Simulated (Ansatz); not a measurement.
Here is a crystal structure:

```
CELL_PARAMETERS angstrom
3.88330 0.00000 0.00000
0.00000 3.88330 0.00000
0.00000 0.00000 8.29688
ATOMIC_POSITIONS crystal
Ti 0.00000 0.00000 0.50000
Ti 0.50000 0.50000 0.00000
Ti 0.50000 0.50000 0.50000
Al 0.00000 0.50000 0.25235
Al 0.00000 0.50000 0.74765
Al 0.50000 0.00000 0.25235
Al 0.50000 0.00000 0.74765
Al 0.00000 0.00000 0.00000
```

Give a crystallographic description of this input.

Answer. The solid is Ti3Al5. It is primitive tetragonal, space group P4/mmm (No. 123). Atoms per cell: 8 (3 Ti, 5 Al). Ti takes three kinds of site: 1b with eight Al and four Ti in a cuboctahedral arrangement (2.83 Å to Al, 2.75 Å to Ti); 1c with twelve Al in a cuboctahedral arrangement at 2.75 to 2.86 Å; 1d with eight Al and four Ti in a cuboctahedral arrangement (2.83 Å to Al, 2.75 Å to Ti). Al takes two kinds of site: 4i with six Ti and six Al in a cuboctahedral arrangement (2.83 to 2.86 Å to Ti, 2.75 to 2.86 Å to Al); 1a with eight Al and four Ti in a cuboctahedral arrangement (2.86 Å to Al, 2.75 Å to Ti). The bonds build a three-dimensional framework.

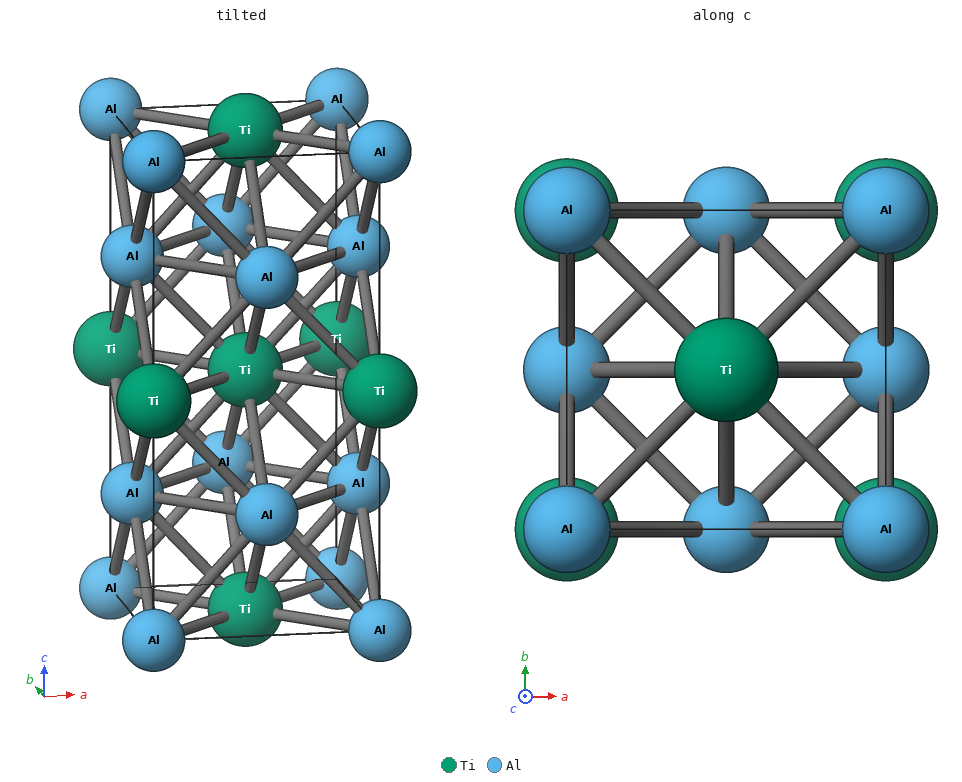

This ball-and-stick model is shown slightly off an axis and along the c axis. The conventional unit cell is outlined; an atom on or near a face, edge or corner is repeated at each equivalent position. Colours: titanium teal, aluminium blue.

The model was built from a structure listed in the Materials Project. It is drawn as it came out of a relaxation with Ansatz, DFT PBEsol, scalar-relativistic, plane waves, PAW.
